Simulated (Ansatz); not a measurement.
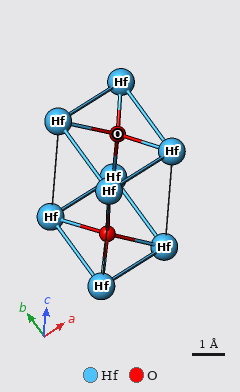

A crystal of HfO₂ (set up in P1), before the relaxation. A ball-and-stick model of the cell of the calculation, reduced to other axes, seen from a free direction. Lengths and directions refer to the drawn axes.

Case: all atoms moved at random, sigma 0.05 Å for each component, cell strained at random, sigma 0.1; relaxed back.

Level of theory: DFT r2SCAN, scalar-relativistic, plane waves, PAW (Ansatz 0.2.0).

Input
```yaml
crystal:
  lattice:
    - [0.6472086511, 2.0761908625, 2.5827649848]
    - [2.9685173733, 0.0797357762, 3.1502378597]
    - [2.7820370285, 2.4571833926, 0.266216121]
  atoms:
    - { symbol: Hf, position: [0.000751746, 0.0021533539, -0.0130872145] }
    - { symbol: O, position: [0.2360484983, 0.2476181199, 0.2607373948] }
    - { symbol: O, position: [0.7631997557, 0.7502285262, 0.7523498196] }
basis:
  ecutwfc: 500
kpoints:
  mp_grid: { grid: [8, 8, 8] }
hamiltonian:
  xc: r2scan
scf:
  occupations: { method: gaussian, width: 0.05 }
output:
  forces: true
  stress: true
  eigenvalues: true
relax:
  adjacent_minimum: "off"
  f_tol: 0.01
  max_steps: 80
  cell: { stress_tol: 0.1 }
```

Command:
```bash
ansatz run input.yaml --threads 1 --pin off --max-ram 2560MiB --backend cpu --events-out ev --progress --plain --runs-dir out
```

What does the optimiser find from here?

Answer. The atom that moves furthest relative to the cell is O3 (0.052 Å roughly along −c). By element the largest moves are O 0.052 Å, Hf 0.042 Å. The drawn cell changes as follows: a 3.114 → 3.577 Å (+14.9 %), b 3.173 → 3.577 Å (+12.7 %), c 3.376 → 3.577 Å (+5.9 %), α 69.2° → 60.0°, β 83.6° → 60.0°, γ 73.1° → 60.0°; the volume changes by +8.5 %. Among the contacts that change: Hf1–Hf1 3.114 → 3.577 Å, Hf1–O3 1.742 → 2.190 Å, Hf1–O2 1.751 → 2.190 Å, Hf1–Hf1 (another image) 3.173 → 3.577 Å. Bond angles that change, for instance: Hf1–O3–Hf1 127.9° → 109.5°, Hf1–O2–Hf1 123.7° → 109.5°, Hf1–O2–Hf1 95.3° → 109.5°. The space group (tolerance 0.01 Å) goes from P1 (No. 1) to Fm-3m (No. 225). Over 10 accepted moves (12 points after the start) the energy falls by 1466 meV per atom. The largest force component goes from 6.7 to 0.0003 eV/Å. Pressure: 83.66 GPa at the start and −0.01 GPa at the end. The SCF was repeated twice at an unchanged geometry on a basis and grid sized afresh for the cell, which shifted the energy by 17.4 meV per atom at most. Cost: 14 min on 1 thread of AMD EPYC (Zen 3) (shared host), peak memory 0.66 GiB.

Step by step:

```json
{"step": "0", "E − E(0), meV/atom": "0.00", "largest force component, eV/Å": "6.7241", "pressure, GPa": "83.66", "volume, Å³/atom": "9.942", "note": ""}
{"step": "1", "E − E(0), meV/atom": "-837.96", "largest force component, eV/Å": "2.1846", "pressure, GPa": "29.19", "volume, Å³/atom": "10.484", "note": ""}
{"step": "2", "E − E(0), meV/atom": "-1129.20", "largest force component, eV/Å": "0.9889", "pressure, GPa": "13.20", "volume, Å³/atom": "10.672", "note": ""}
{"step": "3", "E − E(0), meV/atom": "-1296.30", "largest force component, eV/Å": "0.3662", "pressure, GPa": "5.08", "volume, Å³/atom": "10.717", "note": ""}
{"step": "4", "E − E(0), meV/atom": "-1385.49", "largest force component, eV/Å": "0.2892", "pressure, GPa": "2.68", "volume, Å³/atom": "10.715", "note": ""}
{"step": "5", "E − E(0), meV/atom": "-1431.74", "largest force component, eV/Å": "0.1541", "pressure, GPa": "1.23", "volume, Å³/atom": "10.719", "note": ""}
{"step": "6", "E − E(0), meV/atom": "-1444.35", "largest force component, eV/Å": "0.0067", "pressure, GPa": "-0.49", "volume, Å³/atom": "10.730", "note": ""}
{"step": "7", "E − E(0), meV/atom": "-1444.43", "largest force component, eV/Å": "0.0006", "pressure, GPa": "-0.13", "volume, Å³/atom": "10.719", "note": ""}
{"step": "8", "E − E(0), meV/atom": "-1444.44", "largest force component, eV/Å": "0.0001", "pressure, GPa": "-0.01", "volume, Å³/atom": "10.715", "note": ""}
{"step": "9", "E − E(0), meV/atom": "-1461.89", "largest force component, eV/Å": "0.0050", "pressure, GPa": "1.93", "volume, Å³/atom": "10.715", "note": "same geometry, new basis"}
{"step": "10", "E − E(0), meV/atom": "-1465.60", "largest force component, eV/Å": "0.0014", "pressure, GPa": "0.29", "volume, Å³/atom": "10.775", "note": ""}
{"step": "11", "E − E(0), meV/atom": "-1465.75", "largest force component, eV/Å": "0.0003", "pressure, GPa": "-0.01", "volume, Å³/atom": "10.787", "note": ""}
{"step": "12", "E − E(0), meV/atom": "-1465.78", "largest force component, eV/Å": "0.0003", "pressure, GPa": "-0.01", "volume, Å³/atom": "10.787", "note": "same geometry, new basis"}
```

After the run, drawn alike:

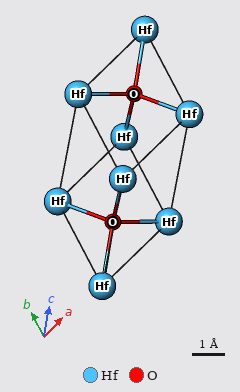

Limits of the set-up: layers or molecules are held without a dispersion correction, so their spacing is unreliable.
